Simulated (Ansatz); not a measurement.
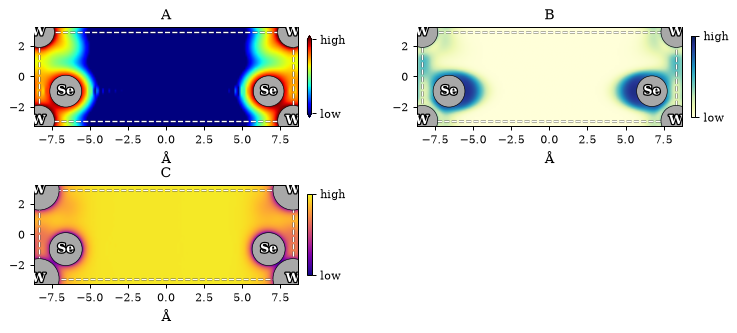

WSe2: 3 fields on the (110) plane of the conventional cell, with unlabelled colour scales. Grey discs cover the atomic cores.

Space group P3m1; a structure from a database of computed crystals, not necessarily the ambient phase; changed on purpose from its base cell (mode 9 frozen in at -0.040 Å, equal normal strain along x and y +0.0267); not relaxed (largest force 1.9 eV/Å); computed pressure about −2 GPa in this cell; PAW files of the earlier set (soft_1).

Level of theory: DFT PBEsol, scalar-relativistic, plane waves, PAW in Ansatz 0.2.0.

Match the panels to the quantities (electron localisation function, electrostatic potential energy of an electron and valence pseudo-density).

Answer. Panel A: valence pseudo-density. Panel B: electron localisation function. Panel C: electrostatic potential energy of an electron (low next to the atoms, rising into the space between them). From the grid: W–Se (2.51 Å): the density is about 0.57 e/Å³ at the midpoint; the ELF is about 0.55 at the midpoint. W–Se (2.61 Å): ρ at the midpoint is about 0.49 e/Å³; the ELF is about 0.55 at the midpoint.
